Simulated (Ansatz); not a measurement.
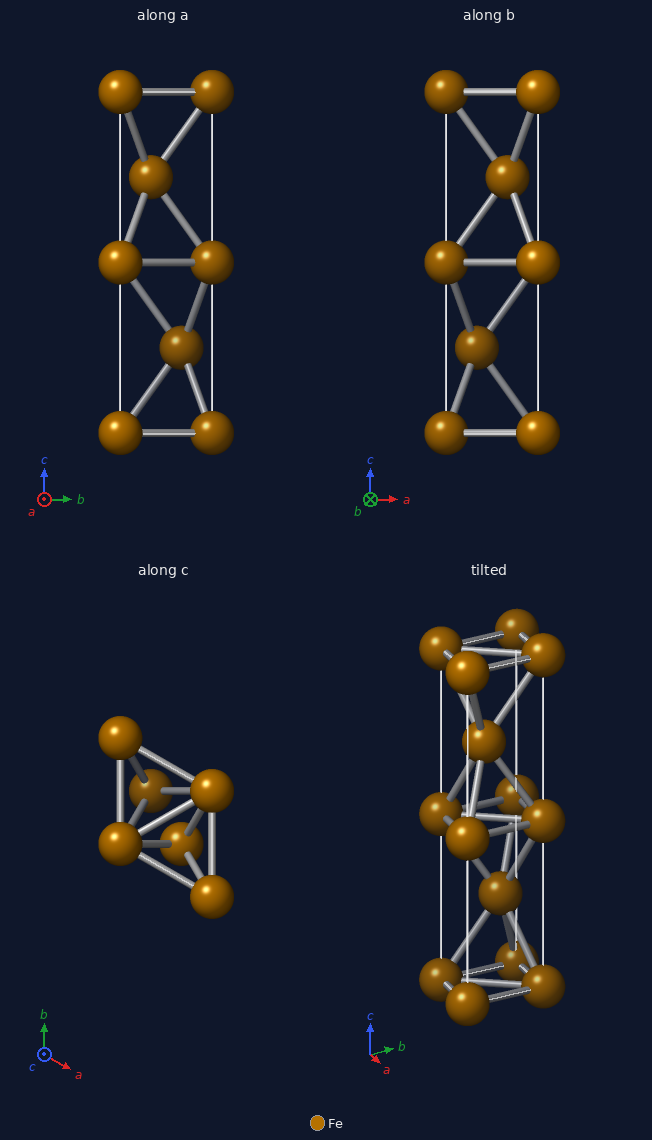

An orthographic ball-and-stick view of the structure, along the a axis, along the b axis, along the c axis and slightly off an axis. The box is the conventional unit cell; atoms on or close to its faces, edges and corners are drawn wherever they repeat.

Lattice parameters: a = 2.296 Å, b = 2.296 Å, c = 7.391 Å, α = 90.00°, β = 90.00°, γ = 120.00°. Put a along x and b in the xy plane.

Q: Put the structure into a POSCAR file.

A:
```
Fe
1.0
     2.296    0.000    0.000
    -1.148    1.988    0.000
     0.000    0.000    7.391
Fe
4
Direct
  0.0000 0.0000 0.0000
  0.0000 0.0000 0.5000
  0.3333 0.6667 0.2500
  0.6667 0.3333 0.7500
```

Starting structure: a structure type filled with this element by a generator (whether the element takes this form wasn't checked). Earlier steps of the study may have refined or changed the cell and positions. Ansatz was used for an electronic-structure calculation on it.

At this level of theory the cell isn't at rest (compressed, at 59 GPa), so its distances can differ from those at equilibrium, the more so the softer the solid.
